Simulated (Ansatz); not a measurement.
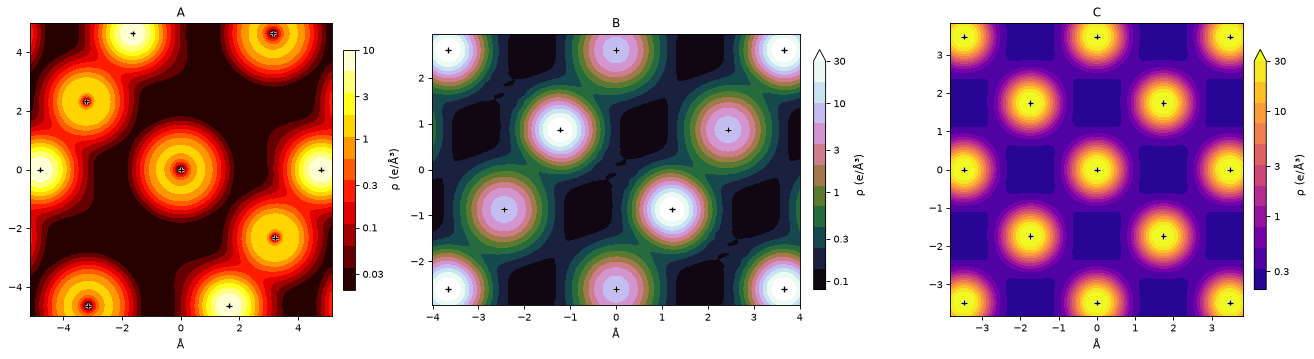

The valence pseudo-density of 3 systems, each on a plane through atoms (crosses mark nuclei in the plane).

Theory: Kohn-Sham DFT of a periodic cell, PBE, Ansatz PAW (Ansatz).

System 1: CsPbCl3, the (111) plane of the conventional cell. Space group Cmmm.

System 2: Ni, the (001) plane of the conventional cell. Space group Fm-3m; a structure from a database of computed crystals, not necessarily the ambient phase; computed pressure about 38 GPa in this cell; spin-polarised.

```
CELL_PARAMETERS angstrom
3.47515 0.00000 0.00000
0.00000 3.47515 0.00000
0.00000 0.00000 3.47515
ATOMIC_POSITIONS crystal
Ni 0.00000 0.00000 0.00000
Ni 0.50000 0.50000 0.00000
Ni 0.50000 0.00000 0.50000
Ni 0.00000 0.50000 0.50000
```

System 3: CoO, the (110) plane of the conventional cell. Space group R-3m; a structure from a database of computed crystals, not necessarily the ambient phase; spin-polarised.

```yaml
crystal:
  lattice:
    - [3.01094, 0.00000, 0.00000]
    - [-1.50547, 2.60755, 0.00000]
    - [0.00000, 0.00000, 7.31978]
  atoms:
    - { symbol: Co, position: [0.00000, 0.00000, 0.00000] }
    - { symbol: Co, position: [0.66667, 0.33333, 0.33333] }
    - { symbol: Co, position: [0.33333, 0.66667, 0.66667] }
    - { symbol: O, position: [0.33333, 0.66667, 0.16667] }
    - { symbol: O, position: [0.00000, 0.00000, 0.50000] }
    - { symbol: O, position: [0.66667, 0.33333, 0.83333] }
```

> Match each panel to its system.

Panel A is system 1, CsPbCl3: the plane holds Pb, Cs and Cl. Pb–Cl (2.80 Å): the density is about 0.26 e/Å³ at the midpoint. Panel B is system 3, CoO: the plane holds Co and O. Co–O (2.12 Å): ρ is about 0.42 e/Å³ halfway. Panel C is system 2, Ni: the plane holds Ni. Ni–Ni (2.46 Å): ρ at the midpoint is about 0.36 e/Å³.
